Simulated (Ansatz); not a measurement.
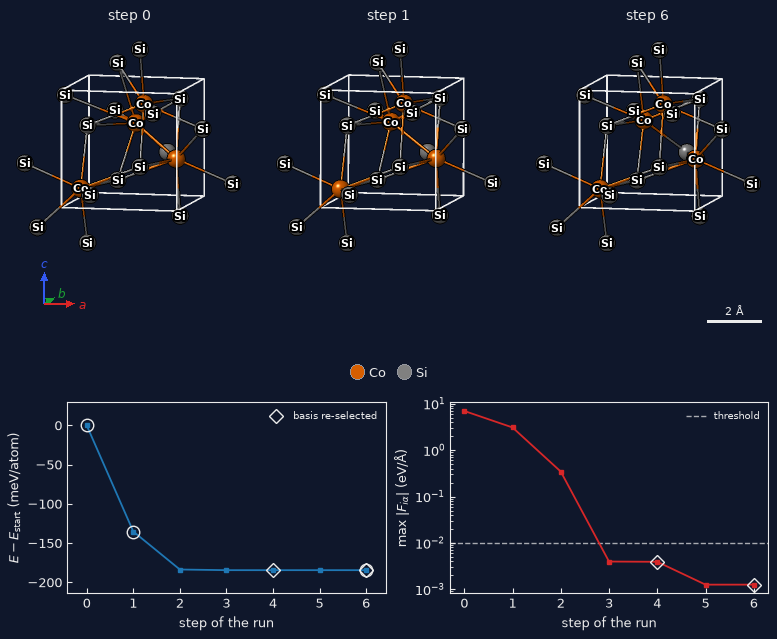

Frames of a relaxation of crystalline CoSi (set up in P1), marked on the history of the run. A ball-and-stick model of the cell of the calculation, seen slightly off an axis.

These are results of Ansatz, DFT PBE, scalar-relativistic, plane waves, PAW, not measurements.

The input:
```yaml
crystal:
  lattice:
    - [4.4308490736, 0.0, 0.0]
    - [0.0, 4.4308490736, 0.0]
    - [0.0, 0.0, 4.4308490736]
  atoms:
    - { symbol: Co, position: [0.1331852205, 0.1418899144, 0.1483861473] }
    - { symbol: Co, position: [0.4378169278, 0.8768840704, 0.6214482643] }
    - { symbol: Co, position: [0.6331852205, 0.3518520906, 0.8583483235] }
    - { symbol: Co, position: [0.8431473967, 0.6418899144, 0.3583483235] }
    - { symbol: Si, position: [0.831326019, 0.8400307129, 0.8465269458] }
    - { symbol: Si, position: [0.6450065982, 0.1537112921, 0.3465269458] }
    - { symbol: Si, position: [0.331326019, 0.6537112921, 0.160207525] }
    - { symbol: Si, position: [0.1450065982, 0.3400307129, 0.660207525] }
basis:
  ecutwfc: 420
kpoints:
  mp_grid: { grid: [8, 8, 8] }
hamiltonian:
  xc: pbe
scf:
  occupations: { method: gaussian, width: 0.15 }
output:
  forces: true
  stress: true
  eigenvalues: true
relax:
  adjacent_minimum: "off"
  f_tol: 0.01
  max_steps: 80
  cell: { stress_tol: 0.1 }
```

Launched with:
```bash
ansatz run input.yaml --threads 2 --pin off --max-ram 5120MiB --backend cpu --events-out ev --progress --plain --runs-dir out
```

Q: Describe the path.

A: The largest move is that of Co2, 0.39 Å along [−3 −1 1]. Largest moves by element: Co 0.39 Å, Si 0.06 Å. The cell doesn't change. Some distances before and after: Co2–Si5 2.871 → 2.433 Å, Co2–Si6 1.957 → 2.316 Å, Co2–Co4 2.381 → 2.725 Å, Co2–Si5 (another image) 2.015 → 2.335 Å. The space group (tolerance 0.01 Å) goes from P1 (No. 1) to P2_13 (No. 198). Over 4 accepted moves (6 points after the start) the energy falls by 184 meV per atom. Largest force component: 7 eV/Å at the start, 0.0013 eV/Å at the end. Pressure: 9.90 GPa at the start and 0.02 GPa at the end. The SCF was repeated twice at an unchanged geometry on a basis and grid sized afresh for the cell, which shifted the energy by less than 0.05 meV per atom at most. Cost: 7.1 min on 2 threads of Intel(R) Xeon(R) Platinum 8375C CPU @ 2.90GHz (Ice Lake), with other jobs on the host, peak memory 1.1 GiB. From step 0 to 1: Co2 moves most (0.17 Å), volume +0.7 %, energy −135 meV per atom. From step 1 to 6: Co2 moves most (0.22 Å), volume −0.7 %, energy −49.2 meV per atom.

```csv
step,"E − E(0), meV/atom","largest force component, eV/Å","pressure, GPa","volume, Å³/atom",note
0,0.00,6.9857,9.90,10.874,
1,-135.16,3.0786,2.10,10.945,
2,-183.55,0.3449,0.63,10.848,
3,-184.39,0.0040,-0.07,10.876,
4,-184.39,0.0039,-0.08,10.876,"same geometry, new basis"
5,-184.39,0.0013,0.02,10.872,
6,-184.39,0.0013,0.02,10.872,"same geometry, new basis"
```

Limits of the set-up: an element that often carries a moment was run without spin polarisation.
